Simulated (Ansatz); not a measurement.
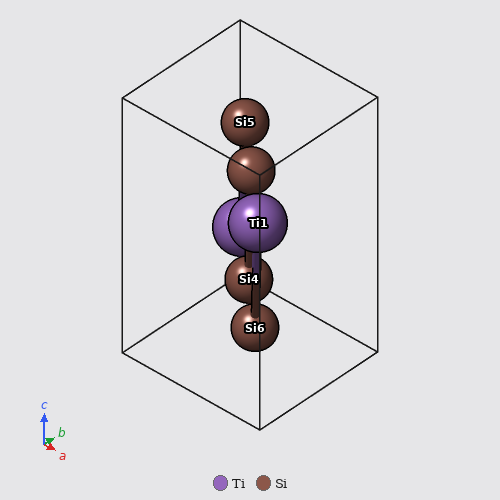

The system is TiSi2 (Cmcm, No. 63; 6 atoms in the cell); the picture shows the reference structure. The energy is mapped over volume and the cell's shape. Coordinates scanned: (1) volume per atom; (2) stretch along b over the lengths across it, relative to the relaxed cell. Nothing is relaxed (fractional coordinates fixed). The grid has 7 × 7 points. Points are written as (first, second). All energies are given in meV/atom relative to the lowest grid point. Computed with Ansatz, DFT PBEsol, scalar-relativistic, plane waves, PAW. Settings: cutoff 520 eV, k-mesh 14×14×12 in the order of the run's cell vectors, gaussian smearing 0.15 eV, no spin polarisation.

Its coordinates:

```xyz
6
Lattice="1.7584 -6.6741 0.0000 1.7584 6.6741 0.0000 0.0000 0.0000 3.5554" Properties=species:S:1:pos:R:3 pbc="T T T"
Ti    1.7584   -5.3061    2.6666
Ti    1.7584    5.3061    0.8889
Si    1.7584   -0.8006    2.6666
Si    1.7584    0.8006    0.8889
Si    1.7584    3.3408    2.6666
Si    1.7584   -3.3408    0.8889
```

Range: volume per atom from 12.795 to 15.021 Å³; stretch along b over the lengths across it, relative to the relaxed cell from 0.923 to 1.083.

Question: What will the energy surface look like?

Answer: The lowest grid point is at (13.908 Å³, 1.000). It is the only kind of minimum in the scanned range. The highest grid point, (12.795 Å³, 1.083), lies 110 meV/atom above the lowest. Round the minimum the two coordinates are weakly coupled (coupling −0.14 in units of the two stiffnesses).

| second ↓, first → | 12.795 | 13.166 | 13.537 | 13.908 | 14.279 | 14.650 | 15.021 |
| --- | --- | --- | --- | --- | --- | --- | --- |
| 1.083 | 110 | 75 | 53 | 42 | 41 | 48 | 62 |
| 1.055 | 79 | 47 | 27 | 19 | 20 | 29 | 46 |
| 1.027 | 58 | 28 | 11 | 5 | 8 | 19 | 37 |
| 1.000 | 48 | 20 | 5 | 0 | 4 | 17 | 36 |
| 0.974 | 49 | 23 | 9 | 5 | 10 | 23 | 44 |
| 0.948 | 62 | 36 | 22 | 19 | 25 | 39 | 59 |
| 0.923 | 86 | 60 | 47 | 43 | 49 | 63 | 83 |

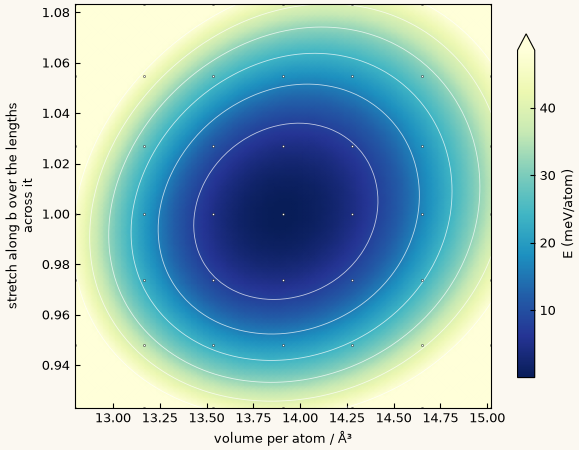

Drawn: a smooth colour map with a few white contour lines, dots at the grid points, one colour for all values above the top of the scale. Between grid points the surface is interpolated.

Each point was launched as `ansatz run input.yaml --threads 4 --pin off --max-ram 8192MiB --backend cpu --events-out ev --progress --plain --runs-dir out`. The whole map (49 points run) took 30 min on 4 threads of Arm Neoverse N1 (shared host).

PAW datasets: the set soft_1.
